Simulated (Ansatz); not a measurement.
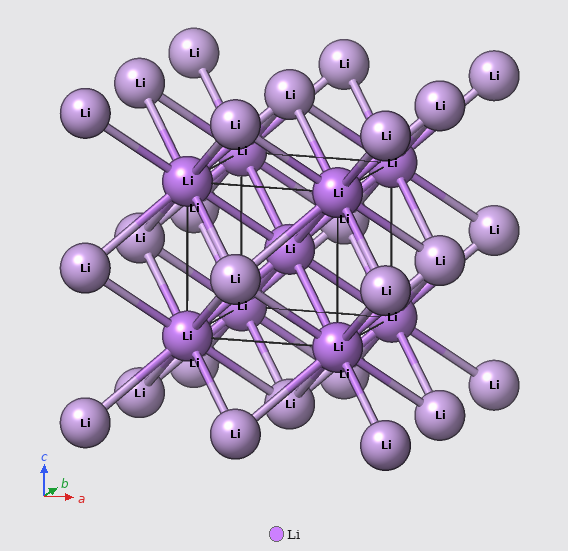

The structure above is drawn in ball-and-stick style and viewed slightly off an axis. The drawn cell (a repeat of the simulation cell) is outlined; an atom on or near a face, edge or corner is repeated at each equivalent position. Bonded atoms from the next cells complete the picture, in fainter colours.

Li, a = 3.461 Å, b = 3.422 Å, c = 3.422 Å, α = 89.96°, β = 90.09°, γ = 89.91°. Strictly the space group is I4/mmm (No. 139, within 0.01 Å). It is a distorted form of a body-centred cubic structure, space group Im-3m (No. 229) within 0.25 Å: body-centred cubic (W type). The model was built from a structure type filled with this element by a generator (whether the element takes this form wasn't checked). Earlier steps of the study may have refined or changed the cell and positions. It was the input of a calculation with Ansatz.

This one geometry was computed with Ansatz (DFT, plane waves, PAW) at three levels of theory: r2SCAN, PBEsol and PBE.

Question: How does the band gap change with the level of theory?

Answer: All levels give a metal.

Question: Collect the results in a table.

Answer:
| level | cutoff (eV) | k-mesh of the run's cell | gap (eV) | pressure (GPa) |
| --- | --- | --- | --- | --- |
| r2SCAN | 500 | 22×22×22 | metal | 0.5 |
| PBEsol | 420 | 22×22×22 | metal | 0.0 |
| PBE | 420 | 22×22×22 | metal | 0.0 |

Gaps are taken on the k-mesh or band path of each run.
